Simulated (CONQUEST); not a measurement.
## Sb: 7 runs along one coordinate

System: Sb (1 atom in the cell).
Method: Kohn-Sham DFT of a periodic cell, PBE, PseudoDojo NC PBE, no spin polarisation (CONQUEST 1.3).

The 7 runs differ only in the geometry, by an even scaling of the cell at fixed fractional positions. The structure derives from an entry of the Crystallography Open Database.

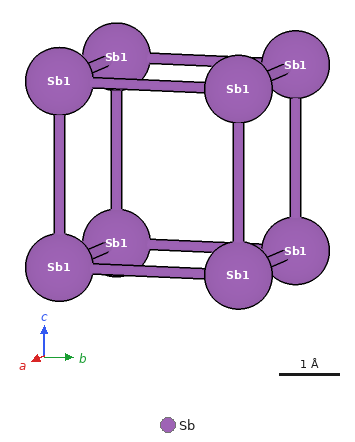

Figure 1. The structure of run 4 (ball-and-stick view of the cell of the calculation, seen slightly off an axis; atoms are numbered from 1 in the order of the input).

### Input of run 4
```
IO.Title Sb
IO.Coordinates coords.dat
IO.FractionalAtomicCoords T
IO.Iprint 2
IO.Iprint_init 1
General.NumberOfSpecies 1
General.PseudopotentialType hamann
AtomMove.TypeOfRun static
AtomMove.FullStress T
Grid.PointsAlongX 32
Grid.PointsAlongY 32
Grid.PointsAlongZ 32
DM.SolutionMethod diagon
Diag.MPMesh T
Diag.GammaCentred T
Diag.MPMeshX 8
Diag.MPMeshY 8
Diag.MPMeshZ 8
Diag.kT 0.00183747
minE.SCTolerance 1e-6
SC.MaxIters 100
IO.AtomChargeOutput T
%block ChemicalSpeciesLabel
1 121.750 Sb
%endblock
```

Command:
```bash
Conquest
```

Lattice vectors (Å) and fractional positions of run 4:
```
   3.160000    0.000000    0.000000
   0.000000    3.160000    0.000000
   0.000000    0.000000    3.160000
Sb  0.000000  0.000000  0.000000
```

Run 6 has the same physical settings and fractional positions; its lattice vectors (Å) are:
```
   3.201584    0.000000    0.000000
   0.000000    3.201584    0.000000
   0.000000    0.000000    3.201584
```

### Results, with one run withheld

```tsv
run	volume per atom (Å³)	free energy per atom, from the lowest run given (meV)	pressure (GPa)
1	29.661	4.52	1.80
2	30.292	0.00	0.39
3	30.923	2.15	−1.20
4	31.554	8.57	−1.93
5	32.186	18.03	−2.92
6	32.817	?	?
7	33.448	45.87	−4.38
```

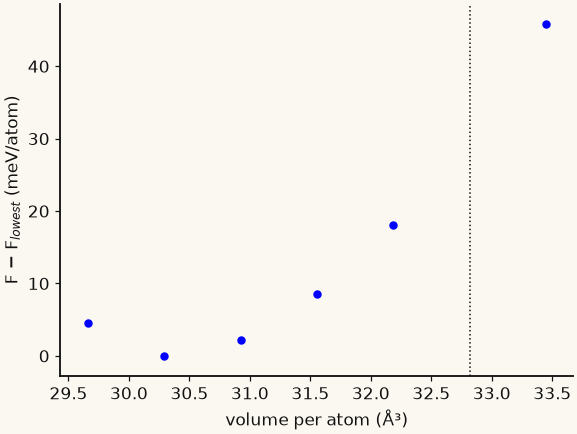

Figure 2. Free energy per atom of the runs given; the dotted line marks run 6.

What should run 6 give?

A cubic polynomial in V^(−2/3) (the Birch–Murnaghan form), fitted to the 6 runs given, misses them by at most 0.30 meV per atom. With x = V^(−2/3) − 0.10068 Å⁻², it reads F = 5.3114 − 5010.5 x + 1.1542e+06 x² + 3.8193e+07 x³ (meV per atom). At run 6 it gives 31.03 meV per atom, and the run itself gives 30.50. The slope of the fit gives a pressure −dF/dV of −3.52 GPa there, and the run prints −3.43 GPa. The two needn't agree exactly: the fit is approximate, and the printed stress is taken on a finite basis. The fit has its minimum at 30.403 Å³ per atom, where V d²F/dV² gives 68.2 GPa: the bulk modulus at this level, since symmetry fixes the shape and the positions. So low a polynomial doesn't follow these energies more closely.

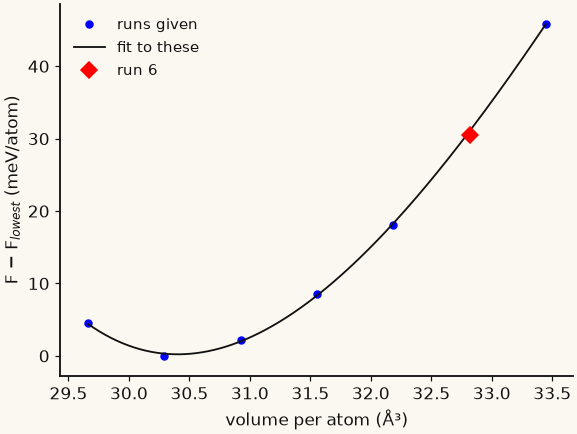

Figure 3. The fit and the withheld run.

### Some lines of the output (run 6)
```
[...]
      Using Fermi-Dirac smearing
          Free Energy (E-TS)               :       -90.942675697735950 Ha
          DFT Total Energy                 :       -90.940927046319104 Ha
          Free Energy (E-TS)               :       -90.941727175141537 Ha
          DFT Total Energy                 :       -90.941330488831767 Ha
          Free Energy (E-TS)               :       -90.941641443902839 Ha
          DFT Total Energy                 :       -90.941370386150169 Ha
          Free Energy (E-TS)               :       -90.941642766974013 Ha
          DFT Total Energy                 :       -90.941370525061132 Ha
          Free Energy (E-TS)               :       -90.941642803832721 Ha
          DFT Total Energy                 :       -90.941370567261856 Ha
      | Free Energy as E-TS      =       -90.941642803832721 Ha
      |* DFT total energy        =       -90.941370567261856 Ha
    force: Average pressure:     -3.43063707 GPa
```

Notes: With a small basis of atomic orbitals these values can differ much from converged plane-wave results.
